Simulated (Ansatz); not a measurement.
**FePt2: density, localisation and related maps**

```
Fe Pt
1.0
     2.75624    0.00000    0.00000
     0.00000    2.75624    0.00000
     0.00000    0.00000   11.50920
Fe Pt
2 4
Direct
  0.50000 0.50000 0.00000
  0.00000 0.00000 0.50000
  0.50000 0.50000 0.34257
  0.00000 0.00000 0.84257
  0.00000 0.00000 0.15743
  0.50000 0.50000 0.65743
```

Space group I4/mmm; a structure generated by program, which may or may not match a known phase; spin-polarised.

The calculation used DFT PBE, scalar-relativistic, plane waves, PAW in Ansatz 0.2.0.

In a PAW calculation such maps are meaningful between the atoms, not at the nuclei.

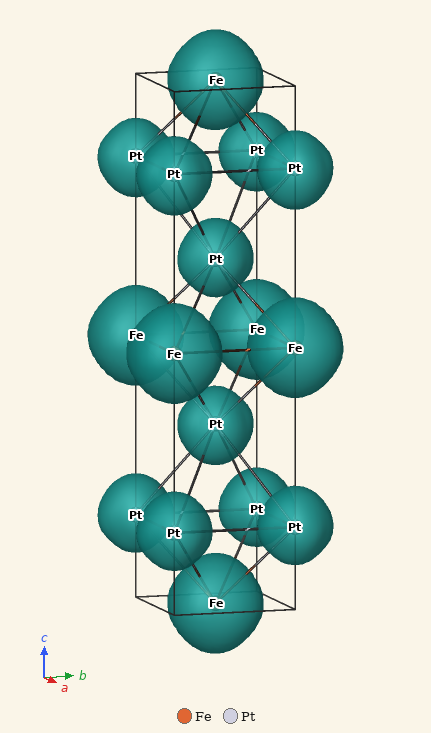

Figure 1. Isosurfaces of the spin density (up minus down) at +0.06 (teal) and −0.06 e/Å³ (pink), seen slightly off an axis. Sticks mark near contacts.

Q: Which atoms carry the moments, and with what signs?

A: The spin density sits on Fe: +3.1 μB (×2) in one cell of 6 atoms, with smaller moments on other sites: Pt (up to +0.32 μB): parallel moments (a ferromagnetic arrangement) in this solution. The cell of the calculation (3 atoms) carries 3.6 μB of net spin moment. Only one sign reaches the isovalue.

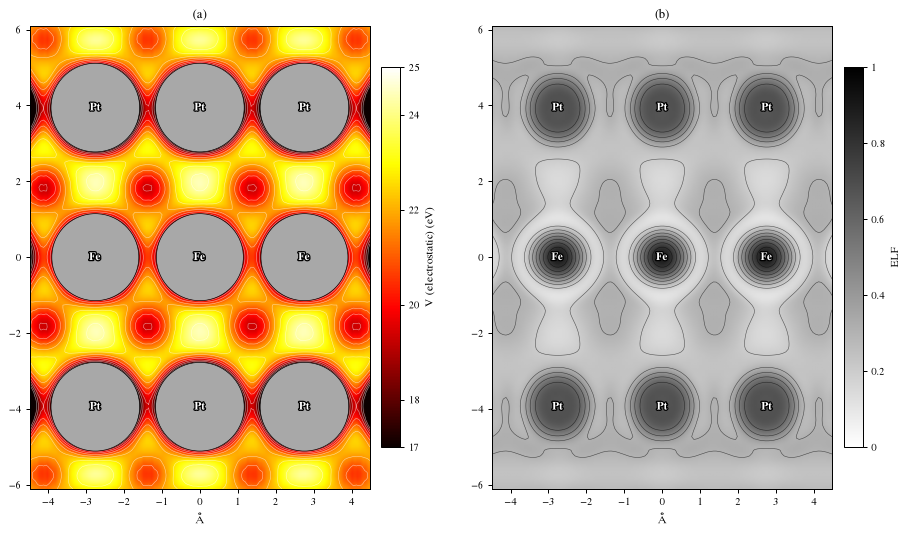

Figure 2. (a) electrostatic potential (local pseudopotential plus Hartree) felt by an electron; (b) electron localisation function on the (010) plane of the conventional cell. Grey discs cover the atomic cores in the potential map.

Q: Read the bonding off the picture.

A: Atoms in the plane: Fe and Pt. Fe–Fe (2.76 Å): the ELF is about 0.25 at the midpoint: no localised pair shows between them. Pt–Pt (2.76 Å): the ELF is about 0.30 at the midpoint: no localised pair shows between them. The features right at Fe and Pt lie inside the PAW spheres, where the map follows smoothed inner orbitals and isn't to be read closely. Outside the cores the potential energy rises away from the atoms and is highest about 1.9 Å from the nearest atoms; its zero is arbitrary.

Q: Metal or insulator at this level of theory?

A: It is metallic or semimetallic at this level of theory: no gap opens.
